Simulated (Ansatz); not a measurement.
## From VSi2 to TiSi2

System: VSi2 (Fddd, 6 atoms in the cell).
Method of the first run: DFT PBE, scalar-relativistic, plane waves, PAW, no spin polarisation (Ansatz 0.2.0).
System of the second run: TiSi2 (Fddd, 6 atoms in the cell).

On the first run: The structure was made by swapping elements on the sites of another compound; it need not be a known phase. On the second run: The structure derives from an entry of the Crystallography Open Database. Text and figures count atoms from 1; the logs count them from 0 in places.

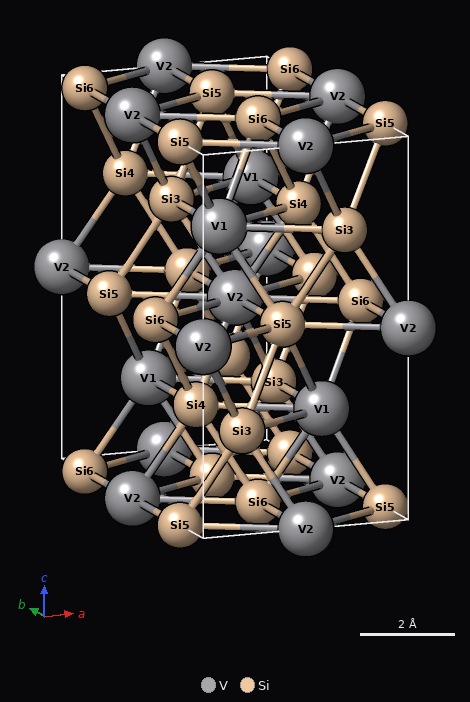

**Figure 1.** The structure as given in the input (ball-and-stick view of the cell 4 times as large as that of the calculation, set on its symmetry axes, seen slightly off an axis; atoms are numbered from 1 in the order of the input). An atom can appear more than once, as a periodic image.

Input, the first run:
```yaml
crystal:
  lattice:
    - [0.0, 4.0844312279, 4.2270753245]
    - [2.3743669134, 0.0, 4.2270753245]
    - [2.3743669134, 4.0844312279, 0.0]
  atoms:
    - { symbol: V, position: [0.75, 0.75, 0.75] }
    - { symbol: V, position: [0.5, 0.5, 0.5] }
    - { symbol: Si, position: [0.0868244589, 0.4131755411, 0.0868244589] }
    - { symbol: Si, position: [0.4131755411, 0.0868244589, 0.4131755411] }
    - { symbol: Si, position: [0.1631755411, 0.8368244589, 0.1631755411] }
    - { symbol: Si, position: [0.8368244589, 0.1631755411, 0.8368244589] }
basis:
  ecutwfc: 420
kpoints:
  mp_grid: { grid: [6, 6, 6] }
hamiltonian:
  xc: pbe
scf:
  occupations: { method: gaussian, width: 0.1 }
output:
  forces: true
  stress: true
  eigenvalues: true
relax:
  adjacent_minimum: "off"
  f_tol: 0.05
  max_steps: 60
  cell: { stress_tol: 0.5 }
```

Command:
```bash
ansatz run input.yaml --threads 2 --pin off --max-ram 5120MiB --backend cpu --events-out ev --progress --plain --runs-dir out
```

Hardware: 2 threads of AMD EPYC (Zen 3), 192 GiB of memory available, shared host.

Output, shortened to warnings, some set-up lines, iterations and results (the first run):
```
Basis set: ecut = 420 eV, 1597 PW (Γ), exchange–correlation on 80×72×64 points (8 copies of the dense FFT grid, shifted against one another)
Symmetry: 8 space group operations
k-points: 46 of 216
Initial density: superposition of atomic densities (neutral atoms: chi_scale 0, normalization atom), corrected by the library's trained network
[...]
SCF iter   1: F=—  HF=-8370.608325 eV  |F-HF|=—  |Δ(HF+E_count)|=         —  Δρ=8.56e-3  dr2=5.95e-2  ethr=1.77e-3  ⟨swp⟩=6.0  Hψ=5541  notcnv=0
SCF iter   2: F=—  HF=-8370.603658 eV  |F-HF|=—  |Δ(HF+E_count)|=   4.67e-3  Δρ=3.06e-3  dr2=3.96e-3  ethr=1.42e-4  ⟨swp⟩=2.0  Hψ=1778  notcnv=0  defer=12
SCF iter   3: F=—  HF=-8370.603948 eV  |F-HF|=—  |Δ(HF+E_count)|=   2.89e-4  Δρ=1.13e-3  dr2=4.31e-4  ethr=9.43e-6  ⟨swp⟩=2.0  Hψ=1339  notcnv=0  defer=12
SCF iter   4: F=—  HF=-8370.604077 eV  |F-HF|=—  |Δ(HF+E_count)|=   1.29e-4  Δρ=1.88e-4  dr2=2.28e-5  ethr=1.03e-6  ⟨swp⟩=2.0  Hψ=1451  notcnv=0  defer=12
SCF iter   5: F=—  HF=-8370.604079 eV  |F-HF|=—  |Δ(HF+E_count)|=   2.37e-6  Δρ=2.58e-5  dr2=2.54e-7  ethr=5.44e-8  ⟨swp⟩=2.0  Hψ=1439  notcnv=0  defer=12
[... 38 lines ...]
SCF iter   4: F=-8370.828159 eV  HF=-8370.828159 eV  |F-HF|=1.36e-9  |Δ(HF+E_count)|=   7.03e-9  Δρ=2.60e-6  dr2=5.05e-9  ethr=5.84e-11  ⟨swp⟩=2.0  Hψ=2120  notcnv=0
SCF iter   5: F=-8370.828159 eV  HF=-8370.828159 eV  |F-HF|=9.46e-11  |Δ(HF+E_count)|=   1.38e-9  Δρ=4.84e-7  dr2=1.63e-10  ethr=1.20e-11  ⟨swp⟩=2.4  Hψ=1804  notcnv=0
SCF iter   6: F=-8370.828159 eV  HF=-8370.828159 eV  |F-HF|=3.64e-12  |Δ(HF+E_count)|=  2.55e-11  Δρ=6.07e-8  dr2=9.69e-13  ethr=1.00e-12  ⟨swp⟩=2.0  Hψ=3118  notcnv=0
SCF 6 converged in 6 iterations: F = -8370.828159 eV  dr2 = 9.69e-13
relax step   6: F+E_penalty+E_count = -8370.82815860 eV  Δ(F+E_penalty+E_count) = +1.355e-3 eV  max|allowed force component| = 4.100e-3 eV/Å  Δτ_max = 0.0000 Å  P = -0.010 …
basis re-selected at this cell: Δ(F+E_penalty+E_count) = +1.355e-3 eV, ΔP = -0.005 GPa vs the last step (what re-selecting the basis moved, of the pressure what is left beyond the Pulay correction that the steps carried, after the strain that the cell walked since its last selection, with what the …
SCF converged after 6 iterations
Free energy (F): -8370.828159 eV
Harris-Foulkes:  -8370.828159 eV  (|F-HF|=3.64e-12)
Internal energy: -8370.816460 eV  (E = F + TS)
E sigma→0 (E₀):  -8370.822309 eV
Entropy (-TS):   -0.011699 eV (-1.950 meV/atom)
Fermi energy:    14.162556 eV
--- Per-component energies (eV) ---
  E_band       = -237.628913
  E_kinetic    = 850.917006
  E_local      = -2561.634942  (includes V_loc(G=0)·N_el)
  E_nonlocal   = 9.329421
  E_hartree    = 1200.367507
  E_xc         = -490.027811
  E_vxc        = -529.164389  (∫ρ·V_xc dr)
  E_paw        = -4277.639269  (= ΣΔE_a)
  E_vpaw       = -407.811612  (= ΣTr[D̂ρ^β])
  E_aug_tail   = 0.000566  (compensation charges beyond the density's cutoff)
  E_ewald      = -3102.128938
  E_smearing   = -0.011699  (= −TS)
  E_closure    = 0.000000  (closes the sum)
  Σ components = -8370.828159   (vs F -8370.828159, Δ=0.00e0)
--- Forces (eV/Å), atoms counted from 1 ---
  atom   1  V     -0.00000000     0.00000000     0.00000000
  atom   2  V      0.00000000    -0.00000000    -0.00000000
  atom   3  Si     0.00000000     0.00410006    -0.00000000
  atom   4  Si     0.00000000    -0.00410006    -0.00000000
  atom   5  Si    -0.00000000    -0.00410006     0.00000000
  atom   6  Si    -0.00000000     0.00410006     0.00000000
  max |Σ_I F_I| component: 6.94e-18 eV/Å
--- Stress (GPa, compression-positive) ---
       -0.019601       0.000000       0.000000
        0.000000      -0.046071       0.000000
        0.000000       0.000000       0.035760
  P = ⅓ Tr σ = -0.0100 GPa (-0.100 kbar)
--- Relaxed structure (5 steps of the walk, 5 accepted, 1 SCFs on fresh bases) ---
  F+E_penalty+E_count = -8370.82815860 eV   max|allowed force component| = 4.100e-3 eV/Å   (the final SCF, on the basis selected at the relaxed cell)
  cell:  # Å, volume = 76.7040 Å³
[...]
```

For the second run the input was changed thus:
```diff
-    - [0.0, 4.0844312279, 4.2270753245]
-    - [2.3743669134, 0.0, 4.2270753245]
-    - [2.3743669134, 4.0844312279, 0.0]
+    - [0.0, 4.118, 4.2615]
+    - [2.3865, 0.0, 4.2615]
+    - [2.3865, 4.118, 0.0]
-    - { symbol: V, position: [0.75, 0.75, 0.75] }
-    - { symbol: V, position: [0.5, 0.5, 0.5] }
-    - { symbol: Si, position: [0.0868244589, 0.4131755411, 0.0868244589] }
-    - { symbol: Si, position: [0.4131755411, 0.0868244589, 0.4131755411] }
-    - { symbol: Si, position: [0.1631755411, 0.8368244589, 0.1631755411] }
-    - { symbol: Si, position: [0.8368244589, 0.1631755411, 0.8368244589] }
+    - { symbol: Ti, position: [0.75, 0.75, 0.75] }
+    - { symbol: Ti, position: [0.5, 0.5, 0.5] }
+    - { symbol: Si, position: [0.083, 0.417, 0.083] }
+    - { symbol: Si, position: [0.417, 0.083, 0.417] }
+    - { symbol: Si, position: [0.167, 0.833, 0.167] }
+    - { symbol: Si, position: [0.833, 0.167, 0.833] }
-  mp_grid: { grid: [6, 6, 6] }
+  mp_grid: { grid: [10, 10, 10] }
-  f_tol: 0.05
-  max_steps: 60
-  cell: { stress_tol: 0.5 }
+  f_tol: 0.005
+  max_steps: 80
+  cell: { stress_tol: 0.05 }
```

Predict how the results change.

The total energies belong to different systems, so their difference says nothing on which is more stable or more accurate. The volume per atom goes from 12.78 to 14.18 Å³. The SCF takes 44 iterations over all geometry steps against 36. The irreducible k-points go from 46 to 171. On the same kind of shared host the second run took about 3.9 times as long.

Output, shortened to warnings, some set-up lines, iterations and results (the second run):
```
Basis set: ecut = 420 eV, 1617 PW (Γ), exchange–correlation on 80×72×64 points (8 copies of the dense FFT grid, shifted against one another)
Symmetry: 8 space group operations
k-points: 171 of 1000
Initial density: superposition of atomic densities (neutral atoms: chi_scale 0, normalization atom), corrected by the library's trained network
[...]
SCF iter   1: F=—  HF=-7545.911460 eV  |F-HF|=—  |Δ(HF+E_count)|=         —  Δρ=4.13e-3  dr2=2.04e-2  ethr=1.77e-3  ⟨swp⟩=6.1  Hψ=22052  notcnv=0
SCF iter   2: F=—  HF=-7545.909221 eV  |F-HF|=—  |Δ(HF+E_count)|=   2.24e-3  Δρ=1.99e-3  dr2=4.13e-3  ethr=5.09e-5  ⟨swp⟩=1.2  Hψ=5845  notcnv=0
SCF iter   3: F=—  HF=-7545.908836 eV  |F-HF|=—  |Δ(HF+E_count)|=   3.85e-4  Δρ=5.58e-4  dr2=3.49e-4  ethr=1.03e-5  ⟨swp⟩=2.5  Hψ=5905  notcnv=0
SCF iter   4: F=—  HF=-7545.908777 eV  |F-HF|=—  |Δ(HF+E_count)|=   5.91e-5  Δρ=9.66e-5  dr2=7.29e-6  ethr=8.72e-7  ⟨swp⟩=2.0  Hψ=5999  notcnv=0
SCF iter   5: F=—  HF=-7545.908783 eV  |F-HF|=—  |Δ(HF+E_count)|=   5.58e-6  Δρ=1.78e-5  dr2=1.75e-7  ethr=1.82e-8  ⟨swp⟩=2.0  Hψ=6025  notcnv=0
[... 48 lines ...]
SCF iter   6: F=-7545.931112 eV  HF=-7545.931112 eV  |F-HF|=2.73e-12  |Δ(HF+E_count)|=  1.82e-12  Δρ=4.70e-9  dr2=1.16e-14  ethr=1.00e-12  ⟨swp⟩=1.0  Hψ=4446  notcnv=0
SCF iter   7: F=-7545.931112 eV  HF=-7545.931112 eV  |F-HF|=3.64e-12  |Δ(HF+E_count)|=  9.09e-13  Δρ=5.91e-10  dr2=2.53e-16  ethr=1.00e-12  ⟨swp⟩=1.0  Hψ=4446  notcnv=0
SCF iter   8: F=-7545.931112 eV  HF=-7545.931112 eV  |F-HF|=9.09e-13  |Δ(HF+E_count)|=  1.82e-12  Δρ=1.81e-10  dr2=2.82e-17  ethr=1.00e-12  ⟨swp⟩=1.0  Hψ=9641  notcnv=0
SCF 7 converged in 8 iterations: F = -7545.931112 eV  dr2 = 2.82e-17
relax step   7: F+E_penalty+E_count = -7545.93111199 eV  Δ(F+E_penalty+E_count) = -2.520e-4 eV  max|allowed force component| = 6.678e-4 eV/Å  Δτ_max = 0.0000 Å  P = -0.002 …
basis re-selected at this cell: Δ(F+E_penalty+E_count) = -2.520e-4 eV, ΔP = +0.003 GPa vs the last step (what re-selecting the basis moved, of the pressure what is left beyond the Pulay correction that the steps carried, after the strain that the cell walked since its last selection, with what the …
SCF converged after 8 iterations
Free energy (F): -7545.931112 eV
Harris-Foulkes:  -7545.931112 eV  (|F-HF|=9.09e-13)
Internal energy: -7545.920099 eV  (E = F + TS)
E sigma→0 (E₀):  -7545.925606 eV
Entropy (-TS):   -0.011013 eV (-1.835 meV/atom)
Fermi energy:    12.432465 eV
--- Per-component energies (eV) ---
  E_band       = -221.718200
  E_kinetic    = 717.880200
  E_local      = -2040.637914  (includes V_loc(G=0)·N_el)
  E_nonlocal   = 116.814811
  E_hartree    = 888.352905
  E_xc         = -422.881549
  E_vxc        = -440.705144  (∫ρ·V_xc dr)
  E_paw        = -4145.981757  (= ΣΔE_a)
  E_vpaw       = -351.776221  (= ΣTr[D̂ρ^β])
  E_aug_tail   = 0.000258  (compensation charges beyond the density's cutoff)
  E_ewald      = -2659.467054
  E_smearing   = -0.011013  (= −TS)
  E_closure    = -0.000000  (closes the sum)
  Σ components = -7545.931112   (vs F -7545.931112, Δ=0.00e0)
--- Forces (eV/Å), atoms counted from 1 ---
  atom   1  Ti     0.00000000     0.00000000     0.00000000
  atom   2  Ti    -0.00000000     0.00000000     0.00000000
  atom   3  Si     0.00000000     0.00066783     0.00000000
  atom   4  Si     0.00000000    -0.00066783     0.00000000
  atom   5  Si     0.00000000    -0.00066783     0.00000000
  atom   6  Si     0.00000000     0.00066783     0.00000000
  max |Σ_I F_I| component: 0.00e0 eV/Å
--- Stress (GPa, compression-positive) ---
       -0.000292       0.000000       0.000000
        0.000000       0.008021       0.000000
        0.000000       0.000000      -0.013117
  P = ⅓ Tr σ = -0.0018 GPa (-0.018 kbar)
--- Relaxed structure (6 steps of the walk, 6 accepted, 1 SCFs on fresh bases) ---
  F+E_penalty+E_count = -7545.93111199 eV   max|allowed force component| = 6.678e-4 eV/Å   (the final SCF, on the basis selected at the relaxed cell)
  cell:  # Å, volume = 85.0821 Å³
    - [0.0, 4.135181126660811, 4.27959760556563]
    - [2.4038689110381632, 0.0, 4.27959760556563]
    - [2.4038689110381632, 4.135181126660811, 0.0]
  atoms:
[...]
```

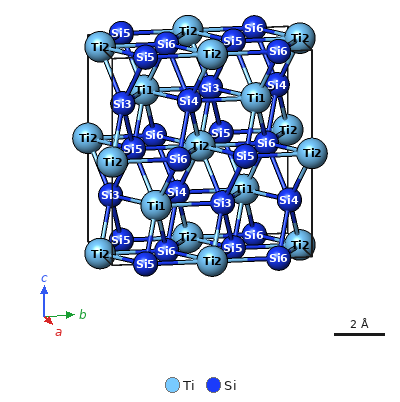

**Figure 2.** The input structure of the second run (ball-and-stick view of the cell 4 times as large as that of the calculation, set on its symmetry axes, seen slightly off an axis; atoms are numbered from 1 in the order of the input). An atom can appear more than once, as a periodic image.

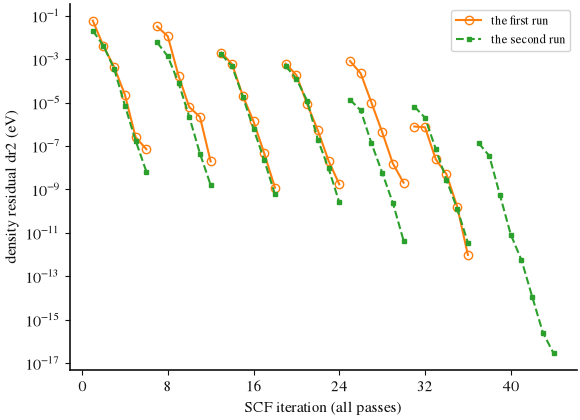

**Figure 3.** Convergence of the two runs: density residual dr2 against the SCF iteration. A break in a curve parts two SCF passes. The first run takes 36 iterations in all, and the second run takes 44.

The two runs side by side:

```tsv
quantity	the first run	the second run
outcome	converged	converged
free energy per atom (eV)	−1395.1380	−1257.6552
energy per atom, smearing taken to zero (eV)	−1395.1371	−1257.6543
gap on the mesh (eV)	0.00	0.00
pressure (GPa)	−0.01	0.00
volume per atom (Å³)	12.78	14.18
largest force (eV/Å)	0.004	0.001
SCF iterations	36	44
irreducible k-points	46	171
wall time (shared host)	21 s	80 s
```

For the first run: The run has no spin polarisation, so a magnetic state may lie lower.
